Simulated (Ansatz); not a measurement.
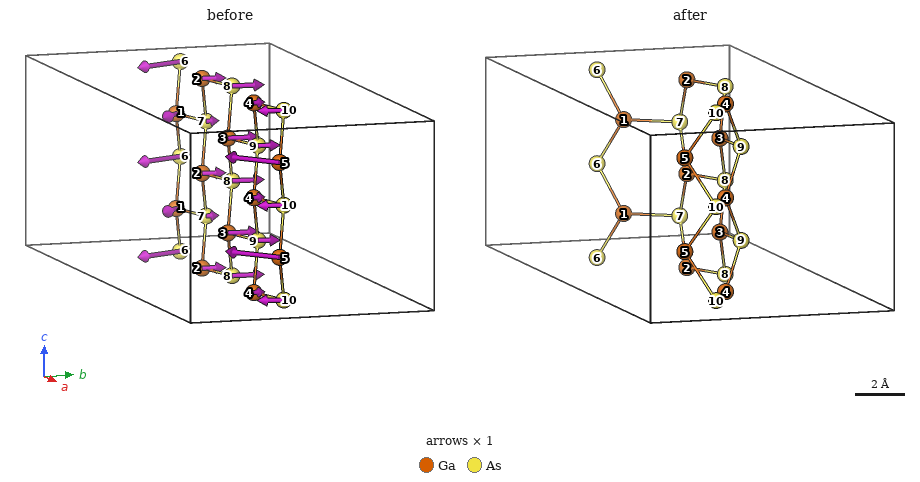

The structure of a wire of composition GaAs before (left) and after (right) a relaxation, at one scale. The purple arrows give the displacements (the part carried along by the change of the cell is left out), at their true length.

A ball-and-stick model of the 2 repeat of the cell, with the vacuum cut short, seen slightly off an axis.

Case: zigzag ribbon, 5 formula units a period, edge spins opposed.

Method: Ansatz 0.2.0, DFT PBEsol, scalar-relativistic, plane waves, PAW. (plane-wave cutoff 420 eV; k-point mesh 1 × 1 × 14; occupations gaussian; smearing width 0.05 eV; collinear spin; cell relaxed at fixed a, b, alpha, beta, gamma; force threshold 0.02 eV/Å; at most 45 steps)

What changed between the two?

Answer. The run was cut off at its time limit before the relaxation converged, so the last structure is only a point on the way. The atom that moves furthest relative to the centre of the atoms is Ga5 (2.82 Å). By element the largest moves are Ga 2.82 Å, As 2.48 Å. Along the periodic axis the drawn cell goes c 7.981 → 7.901 Å (−1.0 %). Among the contacts that change: Ga1–As7 2.371 → 2.416 Å, Ga2–As8 2.371 → 2.407 Å, Ga1–As6 2.371 → 2.394 Å, Ga2–As7 2.371 → 2.375 Å. Among the angles between lasting bonds that change: Ga4–As10–Ga5 114.6° → 82.7°, Ga1–As7–Ga2 114.6° → 105.2°, As6–Ga1–As7 114.6° → 122.0°. Over 16 geometry steps the energy falls by 0.637 eV per cell of the calculation. The largest force component goes from 0.44 to 0.055 eV/Å. The program noted that the starting moments weren't kept. Cost: 33 min on 4 threads of Arm Neoverse V1, with other jobs on the host, peak memory 2.6 GiB.
